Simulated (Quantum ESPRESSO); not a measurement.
## PbF2: relaxation of cell and atoms (part 3 of 4)

The same run, continued: PbF2 (Fm-3m, 3 atoms in the cell); Kohn-Sham DFT of a periodic cell, SOGGA with D2, spin-orbit coupling, PseudoDojo 0.4 FR PBE standard, no spin polarisation (Quantum ESPRESSO 7.5); cutoff 1142.88 eV, 4×4×4 k-mesh, fermi-dirac of 0.025 eV. The structure derives from an entry of the Crystallography Open Database.

Geometry of the input (Å; fractional positions):
```
0.0000  2.9637  2.9637
2.9637  0.0000  2.9637
2.9637  2.9637  0.0000
Pb 0.0000  0.0000  0.0000
F  0.7500  0.7500  0.7500
F  0.2500  0.2500  0.2500
```

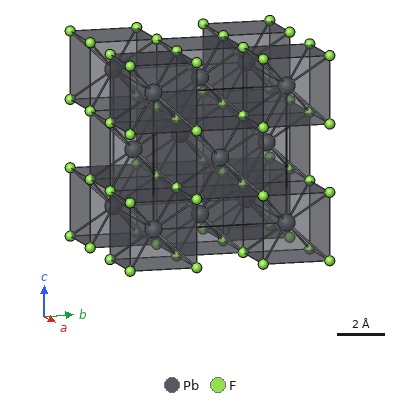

**Figure 1.** The structure as given in the input (polyhedral view of the cell 4 times as large as that of the calculation, set on its symmetry axes, seen slightly off an axis; polyhedra are completed across the faces of the cell).

Output, continued:
```
     Energy error            =      1.0E-05 Ry
     Gradient error          =      3.8E-31 Ry/Bohr
     Cell gradient error     =      1.6E-01 kbar

     number of scf cycles    =   4
     number of bfgs steps    =   3

     enthalpy           old  =    -238.2777954498 Ry
     enthalpy           new  =    -238.2778055292 Ry

     CASE: enthalpy          _new < enthalpy          _old

     new trust radius        =       0.0002067181 bohr
     new conv_thr            =            6.0E-12 Ry

     new unit-cell volume =    334.86396 a.u.^3 (    49.62172 Ang^3 )
     density =      8.20526 g/cm^3

CELL_PARAMETERS (angstrom)
   0.000000000   2.916625073   2.916625073
   2.916625073   0.000000000   2.916625073
   2.916625073   2.916625073   0.000000000

ATOMIC_POSITIONS (angstrom)
Pb              -0.0000000000        0.0000000000        0.0000000000
F                4.3749376094        4.3749376094        4.3749376094
F                1.4583125365        1.4583125365        1.4583125365

     NEW-OLD atomic charge density approx. for the potential
     New effective cutoffs (rho, wfc):  346.66   86.67

     Self-consistent Calculation

     iteration #  1     ecut=    84.00 Ry     beta= 0.50
     Davidson diagonalization with overlap
     ethr =  1.00E-06,  avg # of iterations =  1.0

     Threshold (ethr) on eigenvalues was too large:
     Diagonalizing with lowered threshold

     Davidson diagonalization with overlap
     ethr =  3.09E-11,  avg # of iterations =  3.4

     total energy              =    -238.27780556 Ry
     estimated scf accuracy    <          7.3E-09 Ry

     iteration #  2     ecut=    84.00 Ry     beta= 0.50
     Davidson diagonalization with overlap
     ethr =  2.60E-11,  avg # of iterations =  2.0

     total energy              =    -238.27780556 Ry
     estimated scf accuracy    <          2.0E-09 Ry

     iteration #  3     ecut=    84.00 Ry     beta= 0.50
     Davidson diagonalization with overlap
     ethr =  7.01E-12,  avg # of iterations =  2.0

     total energy              =    -238.27780556 Ry
     estimated scf accuracy    <          1.3E-10 Ry

     iteration #  4     ecut=    84.00 Ry     beta= 0.50
     Davidson diagonalization with overlap
     ethr =  4.73E-13,  avg # of iterations =  2.0

     End of self-consistent calculation

          k = 0.0000 0.0000 0.0000 (  4573 PWs)   bands (ev):

   -15.4414 -15.4414 -14.7166 -14.7166  -9.7411  -9.7411  -9.7411  -9.7411
    -7.2631  -7.2631  -7.1906  -7.1906  -7.1906  -7.1906   1.3406   1.3406
     3.2003   3.2003   3.2003   3.2003   3.2214   3.2214   3.5801   3.5801
     3.7521   3.7521   3.7521   3.7521  10.9770  10.9770  13.3932  13.3932
    13.3932  13.3932  16.7133  16.7133  21.0896  21.0896  21.0896  21.0896
    23.4046  23.6421

          k = 0.1796 0.1796-0.1796 (  4576 PWs)   bands (ev):

   -15.3147 -15.3147 -14.8326 -14.8326  -9.7370  -9.7370  -9.6768  -9.6768
    -7.2278  -7.2278  -7.1622  -7.1622  -7.1224  -7.1224   0.4089   0.4089
     2.8192   2.8192   3.0291   3.0291   3.1012   3.1012   3.6077   3.6077
     3.6435   3.6435   5.0357   5.0357  10.7884  10.7884  12.7412  12.7412
    13.9022  13.9022  18.9944  18.9944  20.1362  20.1362  20.1491  20.1491
    21.8733  21.8733

          k =-0.3593-0.3593 0.3593 (  4584 PWs)   bands (ev):

   -15.1084 -15.1084 -15.0211 -15.0211  -9.7333  -9.7333  -9.6185  -9.6185
    -7.2261  -7.2261  -7.1328  -7.1328  -7.0220  -7.0220  -0.1928  -0.1928
     2.5221   2.5221   2.8536   2.8536   3.0068   3.0068   3.5341   3.5341
     3.5655   3.5655   5.9742   5.9742  10.5687  10.5687  12.9495  12.9495
    14.4370  14.4370  19.2807  19.2807  19.6968  19.6968  19.7496  19.7496
    20.4449  20.4449

          k = 0.3593 0.0000 0.0000 (  4584 PWs)   bands (ev):

   -15.2821 -15.2821 -14.8582 -14.8582  -9.7213  -9.7213  -9.6697  -9.6697
    -7.1808  -7.1808  -7.1774  -7.1774  -7.1109  -7.1109   0.0896   0.0896
     2.4430   2.4430   2.5619   2.5619   3.6587   3.6587   3.9503   3.9503
     4.0191   4.0191   4.9352   4.9352  10.4479  10.4479  12.8592  12.8592
    14.0420  14.0420  17.1820  17.1820  21.6349  21.6349  21.6461  21.6461
    21.8879  21.8879

          k =-0.1796-0.5389 0.5389 (  4560 PWs)   bands (ev):

   -15.1200 -15.1200 -14.9977 -14.9977  -9.7029  -9.7029  -9.6264  -9.6264
    -7.1759  -7.1759  -7.1241  -7.1241  -7.0411  -7.0411  -0.5145  -0.5145
     2.1557   2.1557   2.3718   2.3718   3.5150   3.5150   3.9515   3.9515
     3.9744   3.9744   5.8970   5.8970  10.6296  10.6296  12.7687  12.7687
    14.1236  14.1236  16.3256  16.3256  20.9866  20.9866  21.7524  21.7524
    22.6812  22.6812

          k = 0.0000-0.3593 0.3593 (  4564 PWs)   bands (ev):

   -15.1696 -15.1696 -14.9574 -14.9574  -9.7098  -9.7098  -9.6404  -9.6404
    -7.1859  -7.1859  -7.1359  -7.1359  -7.0626  -7.0626  -0.2849  -0.2849
     2.3831   2.3831   2.8123   2.8123   2.9631   2.9631   3.6511   3.6511
     4.0715   4.0715   5.7506   5.7506  10.8662  10.8662  12.5992  12.5992
    13.9825  13.9825  17.5578  17.5578  19.7327  19.7327  21.5820  21.5820
    23.2158  23.2158

          k =-0.7185 0.0000 0.0000 (  4568 PWs)   bands (ev):

   -15.1144 -15.1144 -14.9919 -14.9919  -9.7026  -9.7026  -9.6048  -9.6048
    -7.1718  -7.1718  -7.1156  -7.1156  -7.0077  -7.0077  -0.7787  -0.7787
     1.8851   1.8851   2.0430   2.0430   4.1472   4.1472   4.1642   4.1642
     4.2060   4.2060   5.8897   5.8897   9.9271   9.9271  13.3732  13.3732
    14.5781  14.5781  14.7616  14.7616  20.2474  20.2474  22.7932  22.7932
    23.2203  23.2203

          k =-0.7185 0.3593-0.0000 (  4540 PWs)   bands (ev):

   -15.0539 -15.0539 -15.0532 -15.0532  -9.6788  -9.6788  -9.6301  -9.6301
    -7.1518  -7.1518  -7.0922  -7.0922  -7.0568  -7.0568  -0.7282  -0.7282
     1.7841   1.7841   2.8747   2.8747   2.9891   2.9891   4.0967   4.0967
     4.2448   4.2448   6.0444   6.0444  11.0155  11.0155  12.5217  12.5217
    13.6189  13.6189  16.1026  16.1026  20.5686  20.5686  22.2804  22.2804
    22.2885  22.2885

     the Fermi energy is     9.0483 ev

!    total energy              =    -238.27780556 Ry
     estimated scf accuracy    <          4.3E-12 Ry
     smearing contrib. (-TS)   =      -0.00000000 Ry
     internal energy E=F+TS    =    -238.27780556 Ry

     The total energy is F=E-TS. E is the sum of the following terms:
     one-electron contribution =     -73.49863414 Ry
     hartree contribution      =      56.61809427 Ry
     xc contribution           =     -60.84815833 Ry
     ewald contribution        =    -160.48832643 Ry
     Dispersion Correction     =      -0.06078093 Ry

     convergence has been achieved in   4 iterations

     Forces acting on atoms (cartesian axes, Ry/au):

     atom    1 type  1   force =    -0.00000000    0.00000000    0.00000000
     atom    2 type  2   force =    -0.00000000   -0.00000000    0.00000000
     atom    3 type  2   force =     0.00000000    0.00000000   -0.00000000

     Total force =     0.000000     Total SCF correction =     0.000000

     Computing stress (Cartesian axis) and pressure

          total   stress  (Ry/bohr**3)                   (kbar)     P=       -0.01
  -0.00000005  -0.00000000  -0.00000000           -0.01       -0.00       -0.00
   0.00000000  -0.00000005  -0.00000000            0.00       -0.01       -0.00
  -0.00000000  -0.00000000  -0.00000005           -0.00       -0.00       -0.01

     Energy error            =      3.3E-08 Ry
     Gradient error          =      1.9E-30 Ry/Bohr
     Cell gradient error     =      7.1E-03 kbar

     bfgs converged in   5 scf cycles and   4 bfgs steps
     (criteria: energy <  1.0E-05 Ry, force <  4.0E-04 Ry/Bohr, cell <  3.0E-01 kbar)

     End of BFGS Geometry Optimization

     Final enthalpy           =    -238.2778055619 Ry

     File ./tmp/pwscf.bfgs deleted, as requested
Begin final coordinates
     new unit-cell volume =    334.86396 a.u.^3 (    49.62172 Ang^3 )
     density =      8.20526 g/cm^3

CELL_PARAMETERS (angstrom)
   0.000000000   2.916625073   2.916625073
   2.916625073   0.000000000   2.916625073
   2.916625073   2.916625073   0.000000000

ATOMIC_POSITIONS (angstrom)
Pb              -0.0000000000        0.0000000000        0.0000000000
F                4.3749376094        4.3749376094        4.3749376094
F                1.4583125365        1.4583125365        1.4583125365
End final coordinates

     Final scf calculation at the relaxed structure.
     The G-vectors are recalculated for the final unit cell
     Results may differ from those at the preceding step.

     G-vector sticks info
     --------------------
     sticks:   dense  smooth     PW     G-vecs:    dense   smooth      PW
     Sum        1405    1405    397                34717    34717    5209

     Using Slab Decomposition

     bravais-lattice index     =            0
     lattice parameter (alat)  =       7.9203  a.u.
     unit-cell volume          =     334.8640 (a.u.)^3
     number of atoms/cell      =            3
     number of atomic types    =            2
     number of electrons       =        28.00
     number of Kohn-Sham states=           42
     kinetic-energy cutoff     =      84.0000  Ry
     charge density cutoff     =     336.0000  Ry
     scf convergence threshold =      6.0E-12
     mixing beta               =       0.5000
     number of iterations used =            8  plain     mixing
     press convergence thresh. =      3.0E-01
     Exchange-correlation= XC-000I-000I-150L-130L-000I-000I
                           (   0   0 150 130   0   0   0)
     Non magnetic calculation with spin-orbit

     celldm(1)=   7.920311  celldm(2)=   0.000000  celldm(3)=   0.000000
     celldm(4)=   0.000000  celldm(5)=   0.000000  celldm(6)=   0.000000

     crystal axes: (cart. coord. in units of alat)
               a(1) = (   0.000000   0.695885   0.695885 )
               a(2) = (   0.695885   0.000000   0.695885 )
               a(3) = (   0.695885   0.695885   0.000000 )

     reciprocal axes: (cart. coord. in units 2 pi/alat)
               b(1) = ( -0.718510  0.718510  0.718510 )
               b(2) = (  0.718510 -0.718510  0.718510 )
               b(3) = (  0.718510  0.718510 -0.718510 )

     PseudoPot. # 1 for Pb read from file:
     Pb.upf
     Pseudo is Norm-conserving + core correction, Zval = 14.0
     Generated using ONCVPSP code by D. R. Hamann
     Using radial grid of 1782 points, 10 beta functions with:
                l(1) =   0
                l(2) =   0
                l(3) =   1
                l(4) =   1
                l(5) =   1
                l(6) =   1
                l(7) =   2
                l(8) =   2
                l(9) =   2
               l(10) =   2

     PseudoPot. # 2 for F  read from file:
     F.upf
     Pseudo is Norm-conserving + core correction, Zval =  7.0
     Generated using ONCVPSP code by D. R. Hamann
     Using radial grid of  832 points,  8 beta functions with:
                l(1) =   0
                l(2) =   0
                l(3) =   1
                l(4) =   1
                l(5) =   1
                l(6) =   1
                l(7) =   2
                l(8) =   2

     atomic species   valence    mass     pseudopotential
     Pb               14.00   207.20000     Pb( 1.00)
     F                 7.00    18.99840     F ( 1.00)

     48 Sym. Ops., with inversion, found

   Cartesian axes

     site n.     atom                  positions (alat units)
         1        Pb     tau(   1) = (  -0.0000000   0.0000000   0.0000000  )
         2        F      tau(   2) = (   1.0438269   1.0438269   1.0438269  )
         3        F      tau(   3) = (   0.3479423   0.3479423   0.3479423  )

     -------------------------------------------------
     Parameters for Dispersion (Grimme-D2) Correction:
     -------------------------------------------------
       atom      VdW radius       C_6

        Pb         3.673       2191.161
        F          2.432         26.018

     number of k points=     8  Fermi-Dirac smearing, width (Ry)=  0.0018
                       cart. coord. in units 2pi/alat
        k(    1) = (   0.0000000   0.0000000   0.0000000), wk =   0.0156250
        k(    2) = (   0.1796275   0.1796275  -0.1796275), wk =   0.1250000
        k(    3) = (  -0.3592550  -0.3592550   0.3592550), wk =   0.0625000
        k(    4) = (   0.3592550   0.0000000   0.0000000), wk =   0.0937500
        k(    5) = (  -0.1796275  -0.5388824   0.5388824), wk =   0.3750000
        k(    6) = (   0.0000000  -0.3592550   0.3592550), wk =   0.1875000
        k(    7) = (  -0.7185099   0.0000000   0.0000000), wk =   0.0468750
        k(    8) = (  -0.7185099   0.3592550  -0.0000000), wk =   0.0937500

     Dense  grid:    34717 G-vectors     FFT dimensions: (  45,  45,  45)

     WARNING: libxc functional with ID  130 depends
      on external parameters: check the user_guide of
      QE if you need to modify them or to check their
      default values.

     Initial potential from superposition of free atoms

     starting charge      27.9974, renormalised to      28.0000
     Starting wfcs are   34 randomized atomic wfcs +    8 random wfcs

     Self-consistent Calculation

     iteration #  1     ecut=    84.00 Ry     beta= 0.50
     Davidson diagonalization with overlap
     c_bands:  2 eigenvalues not converged
     c_bands:  1 eigenvalues not converged
     ethr =  1.00E-06,  avg # of iterations = 17.2

     total energy              =    -238.16849647 Ry
     estimated scf accuracy    <       0.34324013 Ry

     iteration #  2     ecut=    84.00 Ry     beta= 0.50
     Davidson diagonalization with overlap
     ethr =  1.23E-03,  avg # of iterations =  2.0

     total energy              =    -238.26229518 Ry
     estimated scf accuracy    <       0.08254860 Ry

     iteration #  3     ecut=    84.00 Ry     beta= 0.50
     Davidson diagonalization with overlap
     ethr =  2.95E-04,  avg # of iterations =  2.0

     total energy              =    -238.27732992 Ry
     estimated scf accuracy    <       0.00402843 Ry

     iteration #  4     ecut=    84.00 Ry     beta= 0.50
     Davidson diagonalization with overlap
     ethr =  1.44E-05,  avg # of iterations =  2.0

     total energy              =    -238.27776908 Ry
     estimated scf accuracy    <       0.00014269 Ry

     iteration #  5     ecut=    84.00 Ry     beta= 0.50
     Davidson diagonalization with overlap
     ethr =  5.10E-07,  avg # of iterations =  2.5

     total energy              =    -238.27779613 Ry
     estimated scf accuracy    <       0.00001268 Ry

     iteration #  6     ecut=    84.00 Ry     beta= 0.50
     Davidson diagonalization with overlap
     ethr =  4.53E-08,  avg # of iterations =  2.0

     total energy              =    -238.27779792 Ry
     estimated scf accuracy    <       0.00000591 Ry

     iteration #  7     ecut=    84.00 Ry     beta= 0.50
     Davidson diagonalization with overlap
     ethr =  2.11E-08,  avg # of iterations =  1.1

     total energy              =    -238.27779847 Ry
     estimated scf accuracy    <       0.00000035 Ry

     iteration #  8     ecut=    84.00 Ry     beta= 0.50
     Davidson diagonalization with overlap
     ethr =  1.25E-09,  avg # of iterations =  2.0

     total energy              =    -238.27779850 Ry
     estimated scf accuracy    <       0.00000011 Ry

     iteration #  9     ecut=    84.00 Ry     beta= 0.50
     Davidson diagonalization with overlap
     ethr =  3.88E-10,  avg # of iterations =  1.1

     total energy              =    -238.27779851 Ry
     estimated scf accuracy    <          2.2E-09 Ry

     iteration # 10     ecut=    84.00 Ry     beta= 0.50
     Davidson diagonalization with overlap
     ethr =  8.02E-12,  avg # of iterations =  2.4

     total energy              =    -238.27779851 Ry
     estimated scf accuracy    <          2.5E-10 Ry

     iteration # 11     ecut=    84.00 Ry     beta= 0.50
     Davidson diagonalization with overlap
     ethr =  8.88E-13,  avg # of iterations =  2.0

     End of self-consistent calculation

          k = 0.0000 0.0000 0.0000 (  4285 PWs)   bands (ev):

   -15.4415 -15.4415 -14.7167 -14.7167  -9.7411  -9.7411  -9.7411  -9.7411
    -7.2630  -7.2630  -7.1906  -7.1906  -7.1906  -7.1906   1.3406   1.3406
     3.2003   3.2003   3.2003   3.2003   3.2214   3.2214   3.5801   3.5801
     3.7521   3.7521   3.7521   3.7521  10.9770  10.9770  13.3932  13.3932
    13.3932  13.3932  16.7133  16.7133  21.0896  21.0896  21.0896  21.0896
    23.6419  23.6423

          k = 0.1796 0.1796-0.1796 (  4360 PWs)   bands (ev):

   -15.3147 -15.3147 -14.8326 -14.8326  -9.7370  -9.7370  -9.6768  -9.6768
    -7.2278  -7.2278  -7.1622  -7.1622  -7.1224  -7.1224   0.4089   0.4089
     2.8192   2.8192   3.0291   3.0291   3.1012   3.1012   3.6077   3.6077
     3.6435   3.6435   5.0357   5.0357  10.7884  10.7884  12.7412  12.7412
    13.9022  13.9022  18.9945  18.9945  20.1362  20.1362  20.1491  20.1491
    21.8733  21.8733

          k =-0.3593-0.3593 0.3593 (  4338 PWs)   bands (ev):

   -15.1084 -15.1084 -15.0211 -15.0211  -9.7333  -9.7333  -9.6185  -9.6185
    -7.2261  -7.2261  -7.1328  -7.1328  -7.0220  -7.0220  -0.1928  -0.1928
     2.5221   2.5221   2.8536   2.8536   3.0068   3.0068   3.5341   3.5341
     3.5655   3.5655   5.9742   5.9742  10.5687  10.5687  12.9495  12.9495
    14.4370  14.4370  19.2808  19.2808  19.6969  19.6969  19.7496  19.7496
    20.4449  20.4449

          k = 0.3593 0.0000 0.0000 (  4360 PWs)   bands (ev):

   -15.2821 -15.2821 -14.8582 -14.8582  -9.7213  -9.7213  -9.6697  -9.6697
    -7.1808  -7.1808  -7.1774  -7.1774  -7.1109  -7.1109   0.0896   0.0896
     2.4430   2.4430   2.5619   2.5619   3.6586   3.6586   3.9503   3.9503
     4.0191   4.0191   4.9352   4.9352  10.4479  10.4479  12.8592  12.8592
    14.0420  14.0420  17.1820  17.1820  21.6349  21.6349  21.6462  21.6462
    21.8880  21.8880

          k =-0.1796-0.5389 0.5389 (  4354 PWs)   bands (ev):

   -15.1201 -15.1201 -14.9977 -14.9977  -9.7029  -9.7029  -9.6263  -9.6263
    -7.1759  -7.1759  -7.1241  -7.1241  -7.0411  -7.0411  -0.5145  -0.5145
     2.1557   2.1557   2.3717   2.3717   3.5150   3.5150   3.9515   3.9515
     3.9743   3.9743   5.8969   5.8969  10.6296  10.6296  12.7687  12.7687
    14.1236  14.1236  16.3256  16.3256  20.9867  20.9867  21.7524  21.7524
    22.6812  22.6812

          k = 0.0000-0.3593 0.3593 (  4379 PWs)   bands (ev):

   -15.1696 -15.1696 -14.9574 -14.9574  -9.7098  -9.7098  -9.6404  -9.6404
    -7.1859  -7.1859  -7.1359  -7.1359  -7.0626  -7.0626  -0.2849  -0.2849
     2.3831   2.3831   2.8123   2.8123   2.9631   2.9631   3.6511   3.6511
     4.0714   4.0714   5.7506   5.7506  10.8662  10.8662  12.5992  12.5992
    13.9825  13.9825  17.5578  17.5578  19.7327  19.7327  21.5820  21.5820
    23.2163  23.2163

          k =-0.7185 0.0000 0.0000 (  4360 PWs)   bands (ev):

   -15.1144 -15.1144 -14.9919 -14.9919  -9.7026  -9.7026  -9.6048  -9.6048
    -7.1718  -7.1718  -7.1156  -7.1156  -7.0077  -7.0077  -0.7787  -0.7787
     1.8851   1.8851   2.0430   2.0430   4.1472   4.1472   4.1641   4.1641
     4.2060   4.2060   5.8896   5.8896   9.9271   9.9271  13.3732  13.3732
    14.5781  14.5781  14.7616  14.7616  20.2474  20.2474  22.7932  22.7932
    23.2203  23.2203

          k =-0.7185 0.3593-0.0000 (  4348 PWs)   bands (ev):

   -15.0539 -15.0539 -15.0532 -15.0532  -9.6787  -9.6787  -9.6301  -9.6301
    -7.1518  -7.1518  -7.0922  -7.0922  -7.0568  -7.0568  -0.7282  -0.7282
     1.7841   1.7841   2.8747   2.8747   2.9891   2.9891   4.0966   4.0966
     4.2448   4.2448   6.0444   6.0444  11.0155  11.0155  12.5217  12.5217
    13.6189  13.6189  16.1027  16.1027  20.5686  20.5686  22.2804  22.2804
    22.2885  22.2885

     the Fermi energy is     9.0484 ev

!    total energy              =    -238.27779851 Ry
     estimated scf accuracy    <          5.5E-12 Ry
     smearing contrib. (-TS)   =      -0.00000000 Ry
     internal energy E=F+TS    =    -238.27779851 Ry

     The total energy is F=E-TS. E is the sum of the following terms:
     one-electron contribution =     -73.49865837 Ry
     hartree contribution      =      56.61811620 Ry
     xc contribution           =     -60.84814898 Ry
     ewald contribution        =    -160.48832643 Ry
     Dispersion Correction     =      -0.06078093 Ry

     convergence has been achieved in  11 iterations

     Forces acting on atoms (cartesian axes, Ry/au):

     atom    1 type  1   force =     0.00000000    0.00000000    0.00000000
     atom    2 type  2   force =     0.00000000   -0.00000000    0.00000000
     atom    3 type  2   force =    -0.00000000    0.00000000   -0.00000000

     Total force =     0.000000     Total SCF correction =     0.000000

     Computing stress (Cartesian axis) and pressure

          total   stress  (Ry/bohr**3)                   (kbar)     P=       -0.11
  -0.00000073  -0.00000000  -0.00000000           -0.11       -0.00       -0.00
  -0.00000000  -0.00000073  -0.00000000           -0.00       -0.11       -0.00
  -0.00000000  -0.00000000  -0.00000073           -0.00       -0.00       -0.11

=------------------------------------------------------------------------------=
   JOB DONE.
=------------------------------------------------------------------------------=
```
